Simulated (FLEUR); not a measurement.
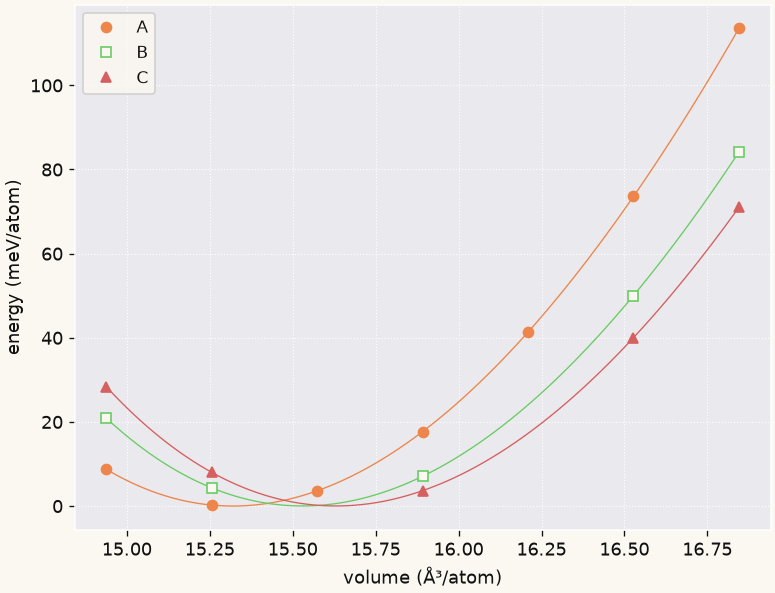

The plot gives the computed energy against volume, with one curve for each functional, for Mo (space group Im-3m). The labels are replaced by letters. In alphabetical order the cases are: PBEsol; SCAN; r2SCAN.

Computed with FLEUR MaX-R8.1 (later development tree): all-electron LAPW DFT, no spin polarisation; energies at scaled volumes of the given cell, shape and fractions fixed, counted from the fit's minimum, third-order Birch-Murnaghan fit. All runs: no spin polarisation.

k mesh 12×12×12; occupations Fermi–Dirac; smearing width 0.05 eV; potentials all electron.

Q: Which letter stands for which functional?

A: A: PBEsol; B: SCAN; C: r2SCAN.
